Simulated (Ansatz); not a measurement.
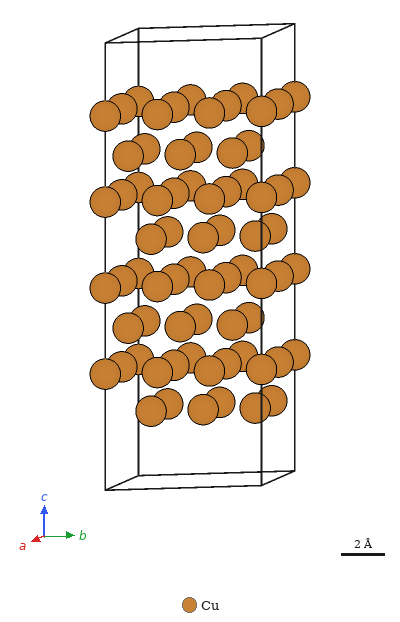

Fig. 1: The structure as given in the input (spheres-only view of the 2 × 3 repeat of the cell, with the vacuum cut short, seen slightly off an axis). An atom can appear more than once, as a periodic image.

Geometry relaxation of Cu

System: Cu (slab, 8 atoms in the cell).
Method: DFT, PBEsol, plane waves, PAW (Ansatz 0.2.0).

The structure derives from a Materials Project entry. The input holds or restrains some coordinates. Forces given for the steps count only the free coordinates.

**Input**
```yaml
crystal:
  lattice:
    - [2.5197984277, 0.0, 0.0]
    - [-1.2598992139, 2.1822094508, 0.0]
    - [0.0, 0.0, 31.4116958754]
  atoms:
    - { symbol: Cu, position: [0.3333333333, 0.6666666667, 0.2705998439] }
    - { symbol: Cu, position: [0.0, 0.0, 0.3361427456] }
    - { symbol: Cu, position: [0.6666666667, 0.3333333333, 0.4016856474] }
    - { symbol: Cu, position: [0.0, 0.0, 0.4672285491] }
    - { symbol: Cu, position: [0.3333333333, 0.6666666667, 0.5327714509] }
    - { symbol: Cu, position: [0.0, 0.0, 0.5983143526] }
    - { symbol: Cu, position: [0.6666666667, 0.3333333333, 0.6638572544] }
    - { symbol: Cu, position: [0.0, 0.0, 0.7294001561] }
basis:
  ecutwfc: 420
kpoints:
  mp_grid: { grid: [12, 12, 1] }
hamiltonian:
  xc: pbesol
scf:
  occupations: { method: gaussian, width: 0.1 }
  max_iter: 50
output:
  forces: true
  eigenvalue: true
relax:
  adjacent_minimum: "off"
  f_tol: 0.03
  max_steps: 70
  constraints: [{ sites: [0, 1, 2, 3] }]
efield:
  axis: 3
  dipole_correction: true
  ramp_width: 0.04
```

Hardware: 2 threads of Intel Xeon @ 2.50GHz (Skylake/Cascade Lake), 32 GiB of memory available, shared host.

Command:
```bash
ansatz run input.yaml --threads 2 --pin off --max-ram 5120MiB --backend cpu --events-out ev --progress --plain --runs-dir out
```

**What the program printed**
```
Error: YAML parse error: error: line 26 column 3: unknown field `eigenvalue`, expected one of write_density, write_potential, write_potential_components, volumetric_format, write_bands, fatbands, populations, hubbard, elf, band_densities, bader, dos, optics, efg, charged_corrections, wannier, polarization, topological_invariants, transmission, current_voltage, crpa, pair_interaction, rpa_energy, embedding, core_levels, xc_energy_on_converged_density, boltztrap, local_orbitals, orbitals, eigenstates, states_by_energy, atomic_orbital_hamiltonian, active_space, given_orbital_levels, support_matrices, forces, stress, cutoff_correction, eigenvalues, band_residual_tolerance, publish_guard_bands
  --> <input>:26:3
   |
24 | output:
25 |   forces: true
26 |   eigenvalue: true
   |   ^ unknown field `eigenvalue`, expected one of write_density, write_potential, write_potential_components, volumetric_format, write_bands, fatbands, populations, hubbard, elf, band_densities, bader, dos, optics, efg, charged_corrections, wannier, polarization, topological_invariants, transmission, current_voltage, crpa, pair_interaction, rpa_energy, embedding, core_levels, xc_energy_on_converged_density, boltztrap, local_orbitals, orbitals, eigenstates, states_by_energy, atomic_orbital_hamiltonian, active_space, given_orbital_levels, support_matrices, forces, stress, cutoff_correction, eigenvalues, band_residual_tolerance, publish_guard_bands
27 | relax:
28 |   adjacent_minimum: "off"
   |
```

**Outcome**

| quantity | value |
| --- | --- |
| outcome | refused by the program |

A setting was made wrong on purpose: a misspelt key (`output.eigenvalues`). The program refused the input: “YAML parse error: error: line 26 column 3: unknown field `eigenvalue`, expected one of write_density, write_potential, write_potential_components, volumetric_format, write_bands, fatbands, populations, hubbard, elf, band_densities, bader, dos, optics, efg, charged_corrections, wannier, polarization, …”
